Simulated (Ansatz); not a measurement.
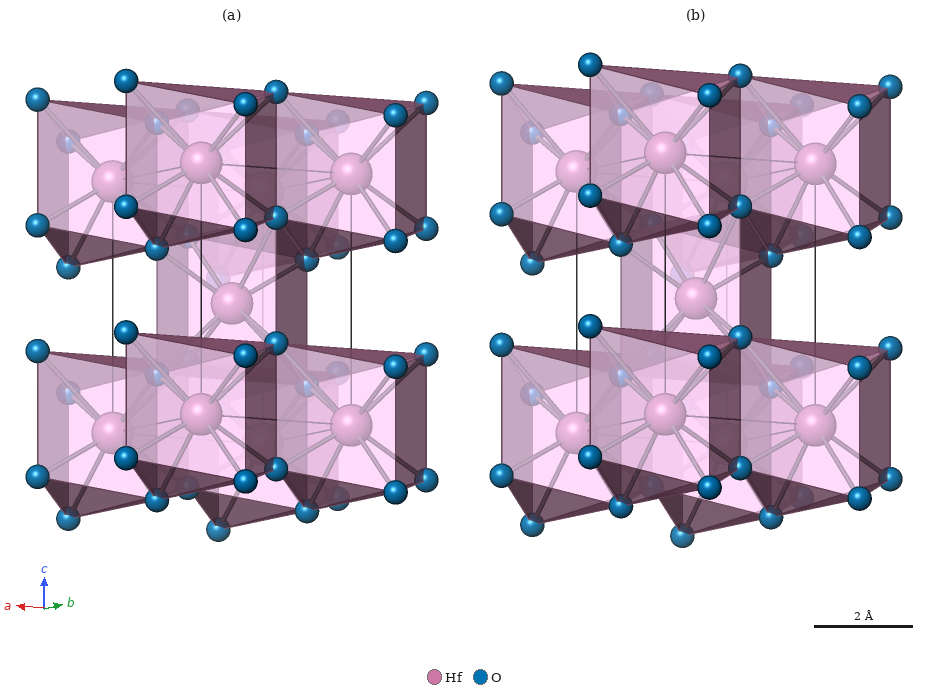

Left: solid HfO2 (built on the database structure type) at its r2SCAN-relaxed geometry. Right: the same structure after one change, at the same scale. A polyhedral model of the cell of the calculation, seen from a free direction.

These are results of DFT, r2SCAN, plane waves, PAW (Ansatz), not measurements. Settings: plane-wave cutoff 500 eV; k-point mesh 8 × 8 × 6; occupations fixed; no spin polarisation.

### What distinguishes the right structure from the left one?

The cell is strained by +4.0 % along c and none across it (volume +4.0 %). The atoms were relaxed with r2SCAN under that strain, and this is a single point on that geometry.

### What does the change do?

The energy rises by 14.9 meV per atom. Pressure: 0.0 GPa before, −4.9 GPa after. The principal stresses (compression positive) are −10.0 GPa along c and −2.3 GPa across it. The forces stay under 0.01 eV/Å. The band gap: 5.26 eV before, 5.32 eV after. Among the bonded contacts that change: Hf–O 2.387 → 2.472 Å, Hf–O 2.059 → 2.048 Å. The space group stays P4_2/nmc (No. 137).
